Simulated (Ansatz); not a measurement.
System: CdS, space group I4/mmm (No. 139), 2 atoms in the cell, rocksalt type, epitaxial (xy) strain +2.0%.

```
Cd S
1.0
     0.00000    2.78131    2.68473
     2.78131    0.00000    2.68473
     2.78131    2.78131    0.00000
Cd S
1 1
Direct
  0.00000 0.00000 0.00000
  0.50000 0.50000 0.50000
```

Method: DFT, HSE06, plane waves, PAW, no spin polarisation, 6×6×6 k mesh, 420 eV cutoff, Fermi-Dirac smearing of 0.02 eV (Ansatz).

What does the calculation give for the electronic structure?

There is a gap; over the k points computed it is 1.05 eV (indirect; the smallest direct gap is 2.54 eV). The upper group of valence states starts about 5.3 eV under the valence-band top (which lies at −0.5 eV on this axis), with a gap beneath it; it holds about 6 electrons a cell.

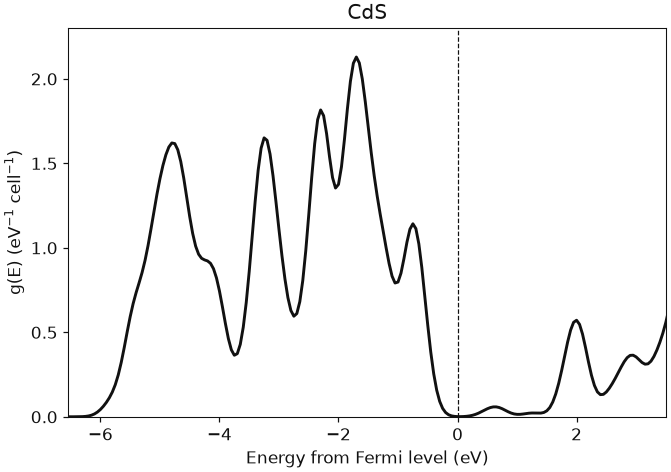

Density of states. Energies are counted from the Fermi level. The curve is built from the levels of the k mesh with Gaussians 0.4 eV wide, which also blur the band edges.
